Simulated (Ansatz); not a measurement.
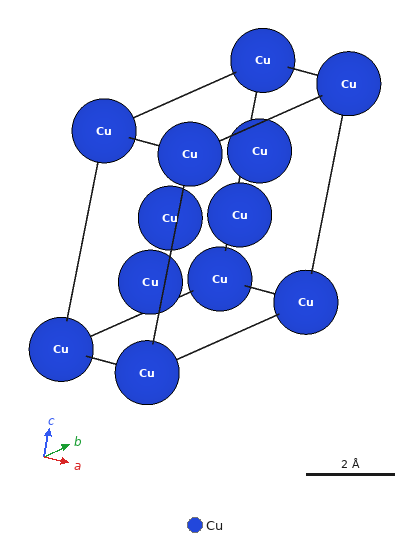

**Figure 1.** The structure (spheres-only view of the reduced cell, seen at an oblique angle). An atom can appear more than once, as a periodic image.

# Cu: single-point calculation

The run: single-point calculation of Cu (5 atoms in the cell). Method and program: DFT, PBE, plane waves, PAW, no spin polarisation (Ansatz 0.2.0).

The structure derives from a Materials Project entry.

The program's output
```
scf.n_extra_bands = 8 over 48 filled bands (N_el = 95.0): the run solves 56 bands
Engine: ansatz 0.2.0, x86_64-unknown-linux-gnu
Pseudopotentials: kind: paw
Pseudopotential: Cu, paw, valence charge 19, recommended cutoff 420 eV (normal), Cu.paw.azcp
Functional definition: PBE
  parameter kappa = 0.804
  parameter beta = 0.06672455060314922
  exchange = pbe_x(kappa = kappa, mu = beta*pi^2/3)
  correlation = pbe_c(beta = beta)
Crystal: 5 atoms, lattice volume = 59.715 Å³
Basis set: ecut = 420 eV, 1199 PW (Γ), exchange–correlation on 80×80×36 points (8 copies of the dense FFT grid, shifted against one another)
Bands: 56, of which v1, the nominal top of the filled ones, is band 48 counted from 1 (47 counted from 0)
Symmetry: 10 space group operations
Space group: P-1 (ITA 2), of the structure as read, at distance tolerance 3.9e-5 Å
k-points: 344 of 684
Non-local potential: Cu, projectors of the file, l = 0: 3, l = 1: 2, l = 2: 3, l = 3: 1
PAW form: soft (Blöchl's): semilocal exchange-correlation on the pseudo side does not see the compensation charge
PAW one-centre angular grid: Cu, 590 points (default); XC on 64 Gauss nodes
Initial density: superposition of atomic densities (neutral atoms: chi_scale 0, normalization atom), corrected by the library's trained network
Initial wavefunctions: pseudopotential atomic-orbital guess
Functional: x = pbe(κ = 0.804, μ = 0.2195149727645171), c = pbe(β = 0.06672455060314922)
SCF iter   1: F=—  HF=-33125.876262 eV  |F-HF|=—  |Δ(HF+E_count)|=         —  Δρ=7.67e-4  dr2=9.63e-5  ethr=1.77e-3  ⟨swp⟩=5.1  Hψ=58824  notcnv=0  defer=326
preconditioner: auto → Kerker (q_TF=auto, 2.948 Å⁻¹)  [metal: Δε(μ)=0.005 eV  Ē_g=9.547 eV  σ=0.100 eV  W_gap=0.03  n_scr=20 (ndim 8)  ℏωp=35.6 eV  f_vac=0.000  D(μ)=1.32/eV (n_scr^D=6)]
SCF iter   2: F=—  HF=-33125.876812 eV  |F-HF|=—  |Δ(HF+E_count)|=   5.51e-4  Δρ=4.78e-4  dr2=5.11e-5  ethr=1.01e-7  ⟨swp⟩=3.0  Hψ=49312  notcnv=0  defer=335
SCF iter   3: F=—  HF=-33125.876892 eV  |F-HF|=—  |Δ(HF+E_count)|=   7.97e-5  Δρ=1.75e-4  dr2=7.09e-6  ethr=5.38e-8  ⟨swp⟩=2.0  Hψ=27778  notcnv=0  defer=335
SCF iter   4: F=—  HF=-33125.876893 eV  |F-HF|=—  |Δ(HF+E_count)|=   6.97e-7  Δρ=5.06e-5  dr2=1.18e-6  ethr=7.46e-9  ⟨swp⟩=2.2  Hψ=29674  notcnv=0  defer=335
SCF iter   5: F=—  HF=-33125.876893 eV  |F-HF|=—  |Δ(HF+E_count)|=   1.45e-7  Δρ=1.69e-5  dr2=1.22e-7  ethr=1.24e-9  ⟨swp⟩=2.0  Hψ=20737  notcnv=0  defer=335
SCF iter   6: F=-33125.876893 eV  HF=-33125.876893 eV  |F-HF|=1.51e-9  |Δ(HF+E_count)|=   4.03e-8  Δρ=3.88e-6  dr2=5.52e-9  ethr=1.05e-10  ⟨swp⟩=6.8  Hψ=68697  notcnv=0
SCF 1 converged in 6 iterations: F = -33125.876893 eV  dr2 = 5.52e-9
  greatest PAW one-centre occupation: 1.000 electrons in one spin orbital (limit 2), on the Cu atom at site 4 (counted from 0), in its partial waves of l = 0
```

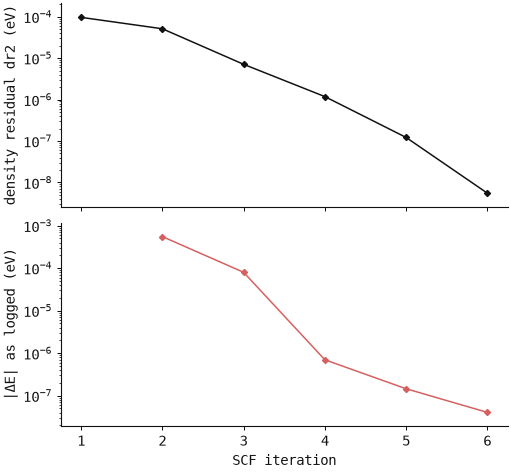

**Figure 2.** Convergence of the self-consistent field: density residual dr2 and size of the energy change against the SCF iteration. The residual falls at every step.

```
SCF converged after 6 iterations
Free energy (F): -33125.876893 eV
Harris-Foulkes:  -33125.876893 eV  (|F-HF|=1.51e-9)
Internal energy: -33125.870264 eV  (E = F + TS)
E sigma→0 (E₀):  -33125.873579 eV
Entropy (-TS):   -0.006629 eV (-1.326 meV/atom)
Fermi energy:    16.571748 eV
--- Per-component energies (eV) ---
  E_band       = -1816.638069
  E_kinetic    = 1499.038347
  E_local      = -20354.191725  (includes V_loc(G=0)·N_el)
  E_nonlocal   = 1949.305881
  E_hartree    = 8963.157312
  E_xc         = -447.475886
  E_vxc        = -577.436663  (∫ρ·V_xc dr)
  E_paw        = -8314.635124  (= ΣΔE_a)
  E_vpaw       = -2259.675166  (= ΣTr[D̂ρ^β])
  E_aug_tail   = 0.001417  (compensation charges beyond the density's cutoff)
  E_ewald      = -16421.070484
  E_smearing   = -0.006629  (= −TS)
  E_closure    = -0.000000  (closes the sum)
  Σ components = -33125.876893   (vs F -33125.876893, Δ=0.00e0)
--- Forces (eV/Å), atoms counted from 1 ---
  atom   1  Cu     0.00000000     0.00000000     0.00000000
  atom   2  Cu     0.00000000     0.00000000     0.00000000
  atom   3  Cu     0.00000000     0.00000000     0.00000000
  atom   4  Cu    -0.00000000     0.00000000     0.00000000
  atom   5  Cu    -0.00000000    -0.00000000     0.00000000
  max |Σ_I F_I| component: 1.67e-26 eV/Å
--- Stress (GPa, compression-positive) ---
        0.158595       0.023639      -0.003361
        0.023639       0.215543      -0.000539
       -0.003361      -0.000539       0.001932
  P = ⅓ Tr σ = 0.1254 GPa (1.254 kbar)
--- Band table (eV; the first three rows and the last of 344) ---
  k-point 0: bands = ["-96.0212", "-96.0088", "-96.0088", "-96.0066", "-96.0066", "-53.4230", "-53.4230", "-53.4122", "-53.4122", "-53.3764", "-53.3764", "-53.3614", "-53.3614", "-53.3602", "-53.3602", "-53.3584", "-53.3584", "-53.3378", "-53.3356", "-53.3337", "7.2036", "11.4045", "11.4045", "12.1512", "12.1512", "12.8388", "12.8388", "13.0795", "13.0795", "13.5179", "13.5179", "13.5478", "13.5543", "13.5543", "13.5641", "13.5669", "13.9270", "13.9270", "14.0759", "14.0759", "14.3717", "14.3852", "14.8121", "14.8121", "14.9087", "14.9087", "15.4128", "15.4128", "17.9515", "17.9515", "21.0764", "21.0764", "25.9546", "25.9546", "29.6190", "29.6190"]
  k-point 1: bands = ["-96.0207", "-96.0091", "-96.0083", "-96.0073", "-96.0059", "-53.4224", "-53.4212", "-53.4180", "-53.4069", "-53.3813", "-53.3716", "-53.3648", "-53.3646", "-53.3617", "-53.3590", "-53.3566", "-53.3563", "-53.3398", "-53.3366", "-53.3354", "7.3369", "11.2329", "11.6326", "11.9889", "12.3040", "12.7414", "12.9059", "13.0164", "13.1913", "13.4393", "13.4883", "13.5107", "13.5179", "13.5841", "13.5958", "13.5963", "13.8775", "13.9686", "14.0557", "14.2538", "14.3357", "14.3995", "14.7411", "14.7648", "14.8693", "14.8813", "15.2509", "15.8248", "16.9963", "18.8636", "20.7613", "21.9703", "24.3146", "27.8116", "28.8852", "30.5734"]
  k-point 2: bands = ["-96.0193", "-96.0092", "-96.0079", "-96.0077", "-96.0054", "-53.4225", "-53.4194", "-53.4179", "-53.4047", "-53.3861", "-53.3692", "-53.3673", "-53.3670", "-53.3653", "-53.3578", "-53.3568", "-53.3541", "-53.3468", "-53.3397", "-53.3392", "7.7321", "11.1785", "11.8023", "11.8487", "12.4288", "12.7154", "12.7604", "13.1686", "13.1950", "13.3760", "13.3980", "13.4138", "13.4291", "13.6057", "13.6897", "13.6898", "13.8977", "13.9136", "14.2236", "14.2347", "14.4411", "14.4413", "14.5218", "14.7871", "14.8023", "14.9116", "15.2378", "16.2622", "16.4072", "18.9789", "21.7519", "22.9172", "23.1605", "28.3753", "29.3626", "29.9710"]
  k-point 343: bands = ["-96.0085", "-96.0071", "-96.0059", "-96.0050", "-96.0038", "-53.4333", "-53.4245", "-53.4236", "-53.4214", "-53.4200", "-53.3882", "-53.3780", "-53.3766", "-53.3744", "-53.3731", "-53.3656", "-53.3653", "-53.3618", "-53.3556", "-53.3501", "11.5958", "11.7300", "12.0294", "12.1833", "12.3073", "12.4937", "12.7064", "12.8640", "13.0662", "13.2929", "13.3894", "13.3940", "13.4081", "13.4345", "13.8344", "13.9803", "14.1303", "14.2704", "14.7124", "14.8481", "14.9057", "14.9132", "14.9142", "15.0204", "15.0917", "15.8818", "16.9086", "18.0966", "18.1790", "19.8241", "21.4911", "21.9716", "22.6219", "23.5850", "23.5919", "27.0185"]
```

The run was set up as follows.

The input
```yaml
crystal:
  lattice:
    - [5.7317553451, 1.7264e-06, 0.0081001538]
    - [1.7264e-06, 5.7317605479, -0.0024433077]
    - [-1.7169579414, -0.5739514289, 1.8154439717]
  atoms:
    - { symbol: Cu, position: [0.0, 0.0, 0.0] }
    - { symbol: Cu, position: [0.2, 0.4, 0.0] }
    - { symbol: Cu, position: [0.4, 0.8, 0.0] }
    - { symbol: Cu, position: [0.6, 0.2, 0.0] }
    - { symbol: Cu, position: [0.8, 0.6, 0.0] }
basis:
  ecutwfc: 420
kpoints:
  mp_grid: { grid: [6, 6, 19] }
hamiltonian:
  xc: pbe
scf:
  occupations: { method: gaussian, width: 0.1 }
  n_extra_bands: 8
output:
  forces: true
  eigenvalues: true
  stress: true
```

Command:
```bash
ansatz run input.yaml --threads 8 --pin off --max-ram 20480MiB --backend cpu --events-out ev --progress --plain --runs-dir out
```

Key numbers

```tsv
quantity	value
outcome	converged
space group (tolerance 0.01 Å)	C2/m (12)
electrons treated	95
free energy	−33125.8769 eV
Fermi energy	16.572 eV
gap on the k-point mesh	none (metallic)
pressure	0.13 GPa
largest force (length of the vector)	under 0.001 eV/Å
hardware	8 threads of AMD EPYC (Zen 3), 192 GiB of memory available, shared host
wall time	13 s (CPU time 89 s)
peak memory	1.1 GiB
```

Settings chosen away from the usual ones: scf.n_extra_bands set to 8.
